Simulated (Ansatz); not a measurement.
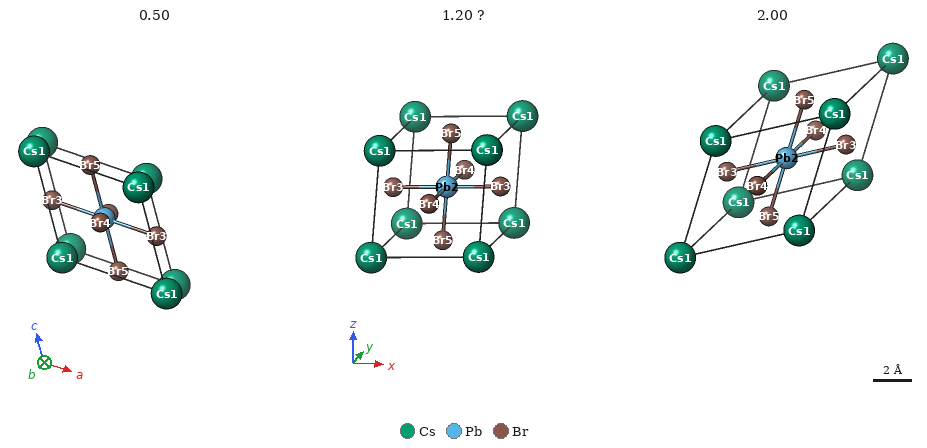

Energy scan for a crystal of CsPbBr3 (Pm-3m), in which the ratio of the cell's length along [111] to its lengths across, counted as 1 for the reference, is changed at fixed volume (a trigonal path), with the atoms kept at their fractional coordinates. x, y and z are the Cartesian axes of the input. The picture is a ball-and-stick view of the cell of the calculation, seen slightly off an axis.

Method: Ansatz 0.2.0, DFT PBEsol, scalar-relativistic, plane waves, PAW. Settings: plane-wave cutoff 420 eV; k-point mesh 6 × 6 × 6; occupations gaussian; smearing width 0.05 eV; no spin polarisation. Energies (free energies at the smearing named) are counted from the cell as listed in its source, which wasn't relaxed.

```json
{"axial ratio over its reference value": "0.50", "E − E(ref) (meV/atom)": "495"}
{"axial ratio over its reference value": "0.60", "E − E(ref) (meV/atom)": "234"}
{"axial ratio over its reference value": "0.71", "E − E(ref) (meV/atom)": "94"}
{"axial ratio over its reference value": "0.85", "E − E(ref) (meV/atom)": "19"}
{"axial ratio over its reference value": "0.93", "E − E(ref) (meV/atom)": "4"}
{"axial ratio over its reference value": "1.00", "E − E(ref) (meV/atom)": "0"}
{"axial ratio over its reference value": "1.08", "E − E(ref) (meV/atom)": "4"}
{"axial ratio over its reference value": "1.20", "E − E(ref) (meV/atom)": "?"}
{"axial ratio over its reference value": "1.41", "E − E(ref) (meV/atom)": "97"}
{"axial ratio over its reference value": "1.70", "E − E(ref) (meV/atom)": "296"}
{"axial ratio over its reference value": "2.00", "E − E(ref) (meV/atom)": "624"}
```

**One row is withheld. What is its energy?**

A straight line between the two neighbours gives 38 meV/atom. A cubic through the four nearest rows (1.00, 1.08, 1.41, 1.70) gives, with Lagrange weights, (−0.5488)(0) + (1.2830)(4) + (0.3058)(97) + (−0.0400)(296) = 23 meV/atom. The calculation gives 23 meV/atom, so the cubic is right to the digits shown and the straight line 15 meV/atom too high, as the curve bends upwards here.

The whole profile:

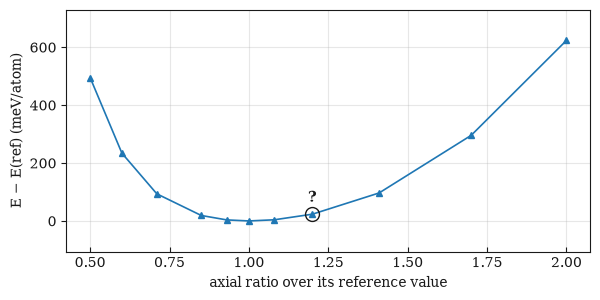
